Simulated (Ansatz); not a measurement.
GaAs: single-point calculation (part 1 of 2)

System: GaAs (F-43m, 32 atoms in the cell).
Method: DFT PBEsol, scalar-relativistic, plane waves, PAW, no spin polarisation (Ansatz 0.2.0).

The structure derives from a Materials Project entry. It belongs to a series of runs on one base structure; here: the perfect crystal in a cell of 32 atoms.

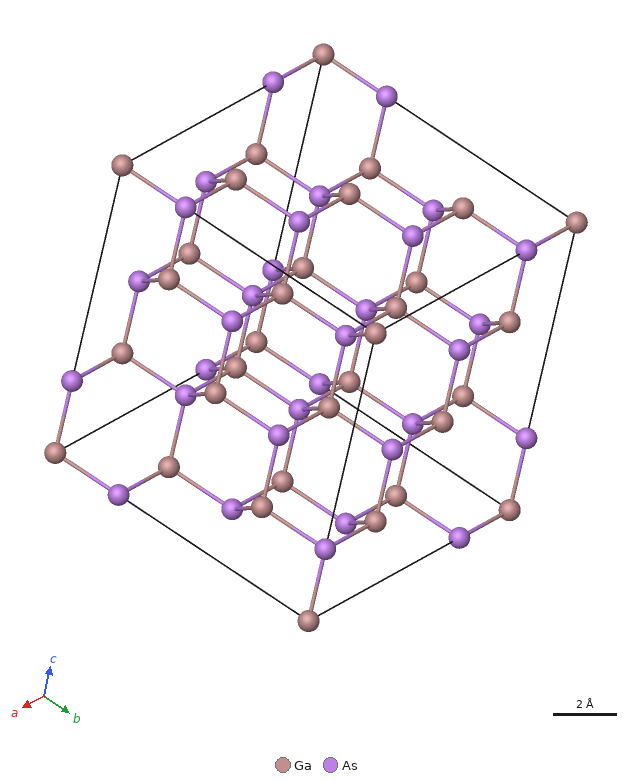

*The structure (ball-and-stick view of the cell of the calculation, seen at an oblique angle).*

## Results in brief

```csv
quantity,value
outcome,converged
space group (tolerance 0.01 Å),F-43m (216)
electrons treated,448
free energy,−136909.7379 eV
Fermi energy,8.232 eV
gap on the k-point mesh,0.43 eV
pressure,0.02 GPa
largest force (length of the vector),under 0.001 eV/Å
hardware,"4 threads of Intel Xeon @ 2.10GHz (Emerald Rapids), 189 GiB of memory available, shared host"
wall time,53 s (CPU time 2.8 min)
peak memory,3.3 GiB
```

## The input
```yaml
crystal:
  lattice:
    - [5.6579528202, 5.6579528202, -5.6579528202]
    - [-5.6579528202, -5.6579528202, -5.6579528202]
    - [-5.6579528202, 5.6579528202, 5.6579528202]
  atoms:
    - { symbol: Ga, position: [0.25, 0.0, 0.75] }
    - { symbol: Ga, position: [0.5, 0.75, 0.75] }
    - { symbol: Ga, position: [0.75, 0.5, 0.75] }
    - { symbol: Ga, position: [0.75, 0.0, 0.25] }
    - { symbol: Ga, position: [0.0, 1.0, 0.0] }
    - { symbol: Ga, position: [0.25, 0.75, 0.0] }
    - { symbol: Ga, position: [0.5, 0.5, 0.0] }
    - { symbol: Ga, position: [0.75, 0.25, 0.0] }
    - { symbol: Ga, position: [0.0, 0.25, 0.75] }
    - { symbol: Ga, position: [0.5, 0.0, 0.5] }
    - { symbol: Ga, position: [0.75, 0.75, 0.5] }
    - { symbol: Ga, position: [0.0, 0.75, 0.25] }
    - { symbol: Ga, position: [0.25, 0.5, 0.25] }
    - { symbol: Ga, position: [0.5, 0.25, 0.25] }
    - { symbol: Ga, position: [0.0, 0.5, 0.5] }
    - { symbol: Ga, position: [0.25, 0.25, 0.5] }
    - { symbol: As, position: [0.25, 0.0, 0.0] }
    - { symbol: As, position: [0.5, 0.75, 0.0] }
    - { symbol: As, position: [0.75, 0.5, 0.0] }
    - { symbol: As, position: [0.75, 0.0, 0.5] }
    - { symbol: As, position: [0.0, 0.0, 0.25] }
    - { symbol: As, position: [0.25, 0.75, 0.25] }
    - { symbol: As, position: [0.5, 0.5, 0.25] }
    - { symbol: As, position: [0.75, 0.25, 0.25] }
    - { symbol: As, position: [0.0, 0.25, 0.0] }
    - { symbol: As, position: [0.5, 0.0, 0.75] }
    - { symbol: As, position: [0.75, 0.75, 0.75] }
    - { symbol: As, position: [0.0, 0.75, 0.5] }
    - { symbol: As, position: [0.25, 0.5, 0.5] }
    - { symbol: As, position: [0.5, 0.25, 0.5] }
    - { symbol: As, position: [0.0, 0.5, 0.75] }
    - { symbol: As, position: [0.25, 0.25, 0.75] }
basis:
  ecutwfc: 420
  xc_grid: 2
kpoints:
  mp_grid: { grid: [3, 3, 3], shift: [0.0, 0.0, 0.0] }
hamiltonian:
  xc: pbesol
scf:
  occupations: { method: gaussian, width: 0.02 }
output:
  forces: true
  stress: true
  eigenvalues: true
  write_density: true
  write_potential: true
  elf: true
  volumetric_format: npy
```

Launched with:
```bash
ansatz run input.yaml --threads 4 --pin off --max-ram 8192MiB --backend cpu --events-out ev --progress --plain --runs-dir out
```

## What the program printed
```
Engine: ansatz 0.2.0, x86_64-unknown-linux-gnu
Pseudopotentials: kind: paw
Pseudopotential: Ga, paw, valence charge 13, recommended cutoff 420 eV (normal), Ga.paw.azcp
Pseudopotential: As, paw, valence charge 15, recommended cutoff 420 eV (normal), As.paw.azcp
Functional definition: PBEsol
  exchange = pbesol_x
  correlation = pbesol_c
Crystal: 32 atoms, lattice volume = 724.499 Å³
Basis set: ecut = 420 eV, 14171 PW (Γ), exchange–correlation on 144×144×144 points (8 copies of the dense FFT grid, shifted against one another)
Bands: 269, of which v1, the nominal top of the filled ones, is band 224 counted from 1 (223 counted from 0)
Symmetry: 384 space group operations
Space group: F-43m (ITA 216), of the structure as read, at distance tolerance 9.0e-5 Å
k-points: 4 of 27 (time reversal used)
Non-local potential: Ga, projectors of the file, l = 0: 2, l = 1: 2, l = 2: 3, l = 3: 1
Non-local potential: As, projectors of the file, l = 0: 2, l = 1: 2, l = 2: 3, l = 3: 1
PAW form: soft (Blöchl's): semilocal exchange-correlation on the pseudo side does not see the compensation charge
PAW frozen core: Ga, regenerated for the run's functional, and the local potential with it (the file was generated under x = pbe(κ = 0.804, μ = 0.2195149727645171), c = pbe(β = 0.06672455060314922))
PAW frozen core: As, regenerated for the run's functional, and the local potential with it (the file was generated under x = pbe(κ = 0.804, μ = 0.2195149727645171), c = pbe(β = 0.06672455060314922))
PAW one-centre angular grid: Ga, 590 points (default); XC on 64 Gauss nodes
PAW one-centre angular grid: As, 590 points (default); XC on 64 Gauss nodes
Initial density: superposition of atomic densities (neutral atoms: chi_scale 0, normalization atom), corrected by the library's trained network
Initial wavefunctions: pseudopotential atomic-orbital guess
Functional: x = pbesol(κ = 0.804, μ = 0.12345679012345678), c = pbesol(β = 0.046)
SCF iter   1: F=—  HF=-136909.795032 eV  |F-HF|=—  |Δ(HF+E_count)|=         —  Δρ=3.46e-3  dr2=1.35e-1  ethr=1.77e-3  ⟨swp⟩=6.0  Hψ=3531  notcnv=0  defer=8
preconditioner: auto → Resta (q_TF=auto, 2.518 Å⁻¹)  ε∞=3.6  [insulator: Δε(μ)=0.412 eV  Ē_g=14.382 eV  σ=0.020 eV  W_gap=1.00  n_scr=200 (ndim 8)  ℏωp=23.4 eV  f_vac=0.091  D(μ)=0.00/eV (n_scr^D=0)  ε∞_Penn≈3.6]
SCF iter   2: F=—  HF=-136909.741127 eV  |F-HF|=—  |Δ(HF+E_count)|=   5.39e-2  Δρ=1.71e-3  dr2=3.36e-2  ethr=3.01e-5  ⟨swp⟩=2.5  Hψ=1825  notcnv=0  defer=157
SCF iter   3: F=—  HF=-136909.737088 eV  |F-HF|=—  |Δ(HF+E_count)|=   4.04e-3  Δρ=5.56e-4  dr2=4.14e-3  ethr=7.50e-6  ⟨swp⟩=2.0  Hψ=1188  notcnv=0  defer=157
SCF iter   4: F=—  HF=-136909.737608 eV  |F-HF|=—  |Δ(HF+E_count)|=   5.20e-4  Δρ=2.00e-4  dr2=5.20e-4  ethr=9.24e-7  ⟨swp⟩=2.2  Hψ=1723  notcnv=0  defer=157
SCF iter   5: F=—  HF=-136909.737825 eV  |F-HF|=—  |Δ(HF+E_count)|=   2.17e-4  Δρ=1.29e-4  dr2=8.02e-5  ethr=1.16e-7  ⟨swp⟩=2.0  Hψ=1495  notcnv=0  defer=157
SCF iter   6: F=—  HF=-136909.737925 eV  |F-HF|=—  |Δ(HF+E_count)|=   9.94e-5  Δρ=3.09e-5  dr2=3.79e-6  ethr=1.79e-8  ⟨swp⟩=2.0  Hψ=1495  notcnv=0  defer=157
SCF iter   7: F=—  HF=-136909.737931 eV  |F-HF|=—  |Δ(HF+E_count)|=   6.60e-6  Δρ=1.01e-5  dr2=4.43e-7  ethr=8.47e-10  ⟨swp⟩=2.0  Hψ=1815  notcnv=0  defer=157
SCF iter   8: F=-136909.737932 eV  HF=-136909.737932 eV  |F-HF|=1.36e-8  |Δ(HF+E_count)|=   1.82e-7  Δρ=1.56e-6  dr2=1.27e-8  ethr=2.23e-11  ⟨swp⟩=12.5  Hψ=7753  notcnv=0
SCF 1 converged in 8 iterations: F = -136909.737932 eV  dr2 = 1.27e-8
  greatest PAW one-centre occupation: 0.999 electrons in one spin orbital (limit 2), on the As atom at site 31 (counted from 0), in its partial waves of l = 2
```

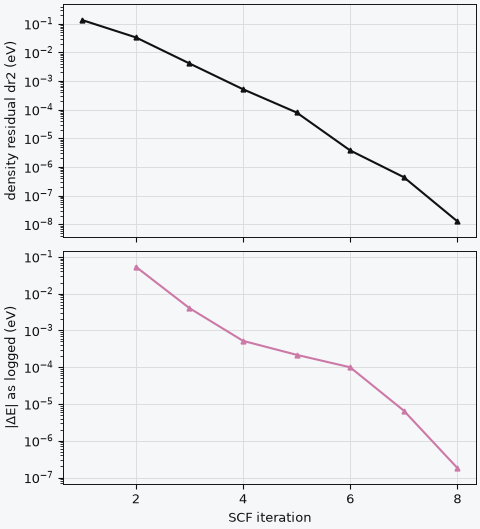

*Convergence of the self-consistent field: density residual dr2 and size of the energy change against the SCF iteration.*

The residual falls at every step.

```
SCF converged after 8 iterations
Free energy (F): -136909.737932 eV
Harris-Foulkes:  -136909.737932 eV  (|F-HF|=1.36e-8)
Internal energy: -136909.737932 eV  (E = F + TS)
E sigma→0 (E₀):  -136909.737932 eV
Fermi energy:    8.231685 eV
--- Per-component energies (eV) ---
  E_band       = -5071.918754
  E_kinetic    = 3509.688090
  E_local      = -62753.549580  (includes V_loc(G=0)·N_el)
  E_nonlocal   = -3876.784727
  E_hartree    = 31568.143787
  E_xc         = -2355.642536
  E_vxc        = -2198.585122  (∫ρ·V_xc dr)
  E_paw        = -59883.672821  (= ΣΔE_a)
  E_vpaw       = -2888.954518  (= ΣTr[D̂ρ^β])
  E_aug_tail   = -0.002198  (compensation charges beyond the density's cutoff)
  E_ewald      = -43147.188451
  E_core_change = 29.270504  (= ΣΔE_core)
  E_smearing   = -0.000000  (= −TS)
  E_closure    = 0.000000  (closes the sum)
  Σ components = -136909.737932   (vs F -136909.737932, Δ=0.00e0)
--- Forces (eV/Å), atoms counted from 1 ---
  atom   1  Ga    -0.00000000     0.00000000     0.00000000
  atom   2  Ga    -0.00000000    -0.00000000    -0.00000000
  atom   3  Ga    -0.00000000     0.00000000     0.00000000
  atom   4  Ga    -0.00000000     0.00000000    -0.00000000
  atom   5  Ga    -0.00000000     0.00000000     0.00000000
  atom   6  Ga    -0.00000000     0.00000000     0.00000000
  atom   7  Ga    -0.00000000    -0.00000000    -0.00000000
  atom   8  Ga    -0.00000000     0.00000000     0.00000000
  atom   9  Ga    -0.00000000     0.00000000     0.00000000
  atom  10  Ga    -0.00000000     0.00000000    -0.00000000
  atom  11  Ga    -0.00000000     0.00000000    -0.00000000
  atom  12  Ga    -0.00000000     0.00000000     0.00000000
  atom  13  Ga    -0.00000000     0.00000000    -0.00000000
  atom  14  Ga    -0.00000000    -0.00000000    -0.00000000
  atom  15  Ga    -0.00000000     0.00000000    -0.00000000
  atom  16  Ga    -0.00000000     0.00000000     0.00000000
  atom  17  As     0.00000000     0.00000000    -0.00000000
  atom  18  As     0.00000000    -0.00000000     0.00000000
  atom  19  As     0.00000000    -0.00000000    -0.00000000
  atom  20  As     0.00000000    -0.00000000     0.00000000
  atom  21  As     0.00000000    -0.00000000    -0.00000000
  atom  22  As     0.00000000    -0.00000000    -0.00000000
  atom  23  As     0.00000000    -0.00000000    -0.00000000
  atom  24  As     0.00000000    -0.00000000     0.00000000
  atom  25  As     0.00000000    -0.00000000    -0.00000000
  atom  26  As     0.00000000    -0.00000000    -0.00000000
  atom  27  As     0.00000000    -0.00000000     0.00000000
  atom  28  As     0.00000000    -0.00000000    -0.00000000
  atom  29  As     0.00000000    -0.00000000    -0.00000000
  atom  30  As     0.00000000    -0.00000000    -0.00000000
  atom  31  As     0.00000000    -0.00000000    -0.00000000
  atom  32  As     0.00000000    -0.00000000    -0.00000000
  max |Σ_I F_I| component: 1.33e-16 eV/Å
--- Stress (GPa, compression-positive) ---
        0.021984      -0.000000      -0.000000
        0.000000       0.021984       0.000000
       -0.000000       0.000000       0.021984
  P = ⅓ Tr σ = 0.0220 GPa (0.220 kbar)
--- Band table (eV) ---
  k-point 0: bands = ["-27.1502", "-27.1502", "-27.1502", "-27.1494", "-27.1494", "-27.1494", "-27.1490", "-27.1490", "-27.1490", "-27.1490", ... 59 levels left out ..., "-27.1393", "-27.1393", "-27.1393", "-27.1393", "-27.1393", "-27.1393", "-27.1393", "-27.1393", "-27.1385", "-27.1385", "-27.1385", "-6.8734", "-6.8734", "-6.8734", "-6.8386", "-6.8386", "-6.8386", "-6.8386", "-6.8386", "-6.8386", "-6.8386", "-6.8386", "-6.8386", "-6.8386", "-6.8386", "-6.8386", "-6.7606", "-6.7606", "-6.7606",
      "-6.7373", "-6.7373", "-6.7373", "-6.7373", "-6.7373", "-6.7373", "-6.7373", "-6.7373", "-6.7373", "-6.7373", "-6.7373", "-6.7373", "-6.7353", "-6.7353", "-6.7353", "-6.7353", "-6.7353", "-6.7353", "-6.7353", "-6.7353", "-6.7353", "-6.7353", "-6.7353", "-6.7353", "-6.7112", "-6.7112", "-6.7112", "-6.7112", "-6.7112", "-6.7112", "-6.7079", "-6.7079", "-6.7079", "-6.6838", "-6.6838", "-6.6838", "-6.6838", "-6.6838", "-6.6838", "-6.6838",
      "-6.6838", "-6.6838", "-6.6838", "-6.6838", "-6.6838", "-6.6818", "-6.6818", "-6.6817", "-6.6817", "-6.6817", "-6.6817", "-6.6817", "-6.6817", "-6.6817", "-6.6817", "-6.6817", "-6.6817", "-6.6817", "-6.6817", "-6.6695", "-6.6695", "-6.6695", "-4.7176", "-3.0779", "-3.0779", "-3.0779", "-3.0779", "-3.0779", "-3.0779", "-3.0779", "-3.0779", "-3.0779", "-3.0779", "-3.0779", "-3.0779", "-2.2165", "-2.2165", "-2.2165", "1.1925", "1.1925",
      "1.1925", "2.3613", "2.3613", "2.3613", "2.3613", "2.3613", "2.3613", "2.3613", "2.3613", "2.3613", "2.3613", "2.3613", "2.3613", "4.6321", "4.6321", "4.6321", "4.6321", "4.6321", "4.6321", "4.6321", "4.6321", "4.6321", "4.6321", "4.6321", "4.6321", "5.3348", "5.3348", "5.3348", "5.3348", "5.3348", "5.3348", "6.7968", "6.7968", "6.7968", "6.7968", "6.7968", "6.7968", "6.7968", "6.7968", "6.7968",
      "6.7968", "6.7968", "6.7968", "8.0185", "8.0185", "8.0185", "8.4438", "9.3796", "9.3796", "9.3796", "9.6012", "9.6012", "9.6012", "10.6880", "10.6880", "10.6880", "10.6880", "10.6880", "10.6880", "10.6880", "10.6880", "10.6880", "10.6880", "10.6880", "10.6880", "11.7191", "11.7191", "11.7191", "13.5652", "13.5652", "13.5652", "13.5652", "13.5652", "13.5652", "13.5652", "13.5652", "13.5652", "13.5652", "13.5652", "13.5652",
      "13.6431", "13.6431", "13.6431", "13.6431", "13.6431", "13.6431", "13.6431", "13.6431", "13.6431", "13.6431", "13.6431"]
```
